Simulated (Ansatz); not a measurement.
# MnF2: what the fields show

Input

```
crystal:
  lattice:
    - [3.3432840138, 0.0, 0.0]
    - [-1.6716420069, 2.895368888, 0.0]
    - [0.0, 0.0, 5.0554759]
  atoms:
    - { symbol: Mn, position: [0.0, 0.0, 0.5], spin: 4.65 }
    - { symbol: F, position: [0.6666666667, 0.3333333333, 0.310073], spin: 0.11 }
    - { symbol: F, position: [0.3333333333, 0.6666666667, 0.689927], spin: 0.11 }
basis:
  ecutwfc: 420
kpoints:
  mp_grid: { grid: [12, 12, 6] }
hamiltonian:
  xc: pbe
scf:
  occupations: { method: gaussian, width: 0.02 }
output:
  forces: true
  stress: true
  eigenvalues: true
  populations: true
  write_density: true
  write_potential: true
  elf: true
  volumetric_format: npy
magnetization:
  spin_polarized: true
relax:
  adjacent_minimum: "off"
  f_tol: 0.001
  max_steps: 60
  cell: { stress_tol: 0.01 }
```

Launched as:

```sh
ansatz run input.yaml --threads 1 --pin off --max-ram 3072MiB --backend cpu --events-out ev --progress --plain --runs-dir out
```

Below, planes, directions and counts refer to the conventional cell (a = 3.34 Å, b = 3.34 Å, c = 5.11 Å, α = 90.00°, β = 90.00°, γ = 120.00°).

The fields are those of the run's last geometry, not of the input's.

Space group P-3m1; a structure generated by program, which may or may not match a known phase; spin-polarised.

The calculation used DFT PBE, scalar-relativistic, plane waves, PAW (Ansatz 0.2.0).

Core electrons are frozen (PAW), and the valence fields are smoothed inside the atomic spheres.

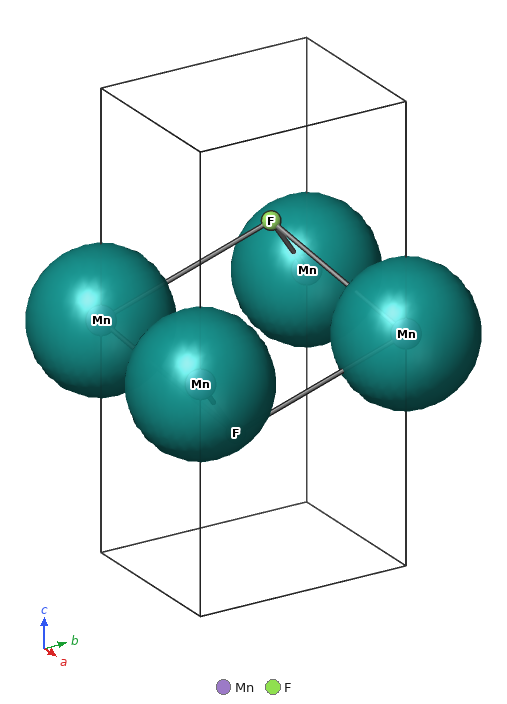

Figure 1. Isosurface of the spin density (up minus down) at +0.4 e/Å³ (teal), seen slightly off an axis. Sticks mark near contacts.

### Which atoms carry the moments, and with what signs?

The spin density sits on Mn: +4.2 μB in one cell of 3 atoms, with smaller moments on other sites: F (up to +0.10 μB): parallel main moments, as they must be, since the calculation's own cell holds one magnetic site. The cell of the calculation (3 atoms) carries 5.0 μB of net spin moment.

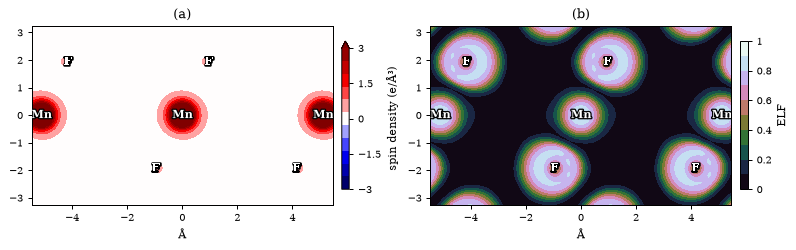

Figure 2. (a) magnetisation density (up minus down); (b) electron localisation function on the (110) plane of the conventional cell.

### Read the bonding off the picture.

- The section cuts through Mn and F sites.
- Mn–F (2.16 Å): the ELF peaks at about 0.80 in the valence shell of F, 0.6 Å from its nucleus, and is about 0.10 at the midpoint: no localised pair shows between them.
- The features right at Mn lie inside the PAW spheres, where the map follows smoothed inner orbitals and isn't to be read closely.

### Does the calculation give a band gap?

It is gapped, with a Kohn–Sham gap of 1.9 eV on the k-point mesh (the band edges may lie off the mesh, which would make the gap smaller).
